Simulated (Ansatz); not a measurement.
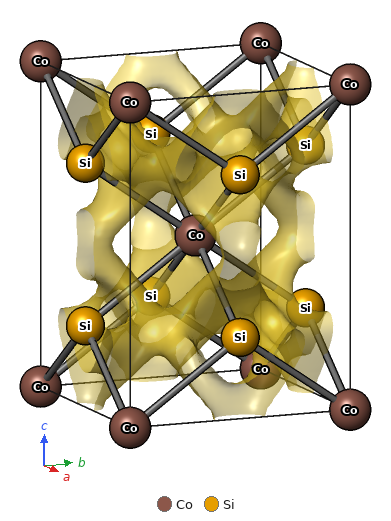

Figure 1: CoSi2. Isosurface of the electron localisation function at 0.6 (yellow), seen slightly off an axis. Only the valence region is drawn (cores and ρ < 0.01 e/Å³ removed). Sticks mark near contacts.

Space group Immm; changed on purpose from its base cell (strain +0.0375 x Voigt [0, 0, 0, 1, 0, 0], atoms carried along); not relaxed (largest force 0.4 eV/Å); computed without spin polarisation.

Method: DFT PBEsol, scalar-relativistic, plane waves, PAW (Ansatz).

Core electrons are frozen (PAW), and the valence fields are smoothed inside the atomic spheres.

Input

```
crystal:
  lattice:
    - [0.0, 2.706058734, 2.706058734]
    - [2.656253972, 0.049804762, 2.656253972]
    - [2.656253972, 2.656253972, 0.049804762]
  atoms:
    - { symbol: Co, position: [0.0, 0.0, 0.0] }
    - { symbol: Si, position: [0.25, 0.25, 0.25] }
    - { symbol: Si, position: [0.75, 0.75, 0.75] }
basis:
  ecutwfc: 420
kpoints:
  mp_grid: { grid: [16, 16, 16] }
hamiltonian:
  xc: pbesol
scf:
  occupations: { method: gaussian, width: 0.15 }
output:
  forces: true
  stress: true
  eigenvalues: true
  write_density: true
  write_potential: true
  elf: true
  volumetric_format: npy
```

Command:

```sh
ansatz run input.yaml --threads 1 --pin off --max-ram 2560MiB --backend cpu --events-out ev --progress --plain --runs-dir out
```

Below, planes, directions and counts refer to the conventional cell (a = 3.69 Å, b = 3.83 Å, c = 5.31 Å, α = 90.00°, β = 90.00°, γ = 90.00°).

Q: Identify the bonds, lone pairs and shells in this picture.

A: The ELF exceeds this value in one network that runs through the whole crystal, counted in one cell of 6 atoms. Regions shared between cells count once. Along the contacts the grid gives the following. Co–Si (2.27 Å): the ELF peaks at about 0.75 in the valence shell of Si, 0.9 Å from its nucleus, and is about 0.50 at the midpoint. Co–Si (2.33 Å): the ELF peaks at about 0.75 in the valence shell of Si, 0.9 Å from its nucleus, and is about 0.50 at the midpoint.
